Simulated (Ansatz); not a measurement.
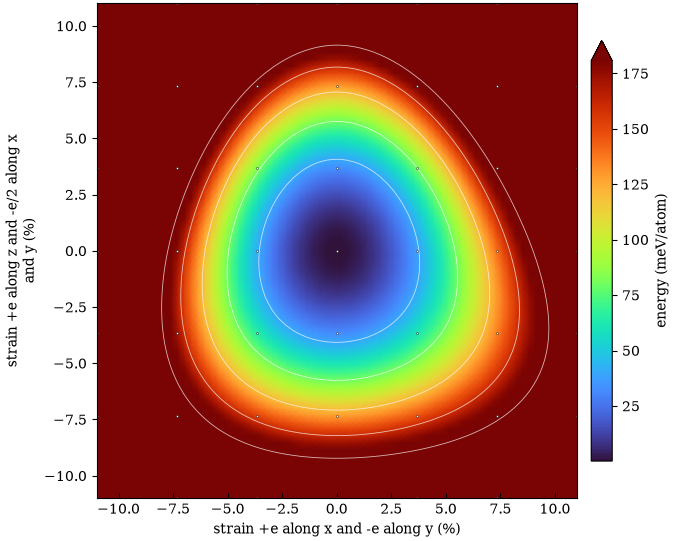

Rh (P6_3/mmc, No. 194; 4 atoms in the cell). The energy is mapped over two homogeneous strains (x along [1 0 0], y along [1 2 0], z along [0 0 1] of the conventional cell). The first coordinate is: strain +e along x and -e along y; the second: strain +e along z and -e/2 along x and y. Nothing is relaxed (fractional coordinates fixed). The scan uses a 7 × 7 grid. Points are written as (first, second). Energies are in meV/atom, from the lowest grid point. These are results of DFT LDA, scalar-relativistic, plane waves, PAW in Ansatz 0.2.0, not measurements. Settings: cutoff 420 eV, k-mesh 18×18×6 in the order of the run's cell vectors, gaussian smearing 0.15 eV, no spin polarisation.

The picture shows a smooth colour map with a few white contour lines, dots at the grid points, one colour for all values above the top of the scale. Between grid points the surface is interpolated.

> Where is the minimum, and how stiff is the crystal against these two strains (in GPa)?

The interpolated minimum is at 0.0 % and 0.0 %. Divided by the cell volume of 53.0 Å³, the second derivatives of the energy there are about 730 GPa along the first strain and 580 GPa along the second, with a cross term of about 0 GPa (clamped ions). Round the minimum the two coordinates are nearly uncoupled.

PAW datasets: the set soft_1.
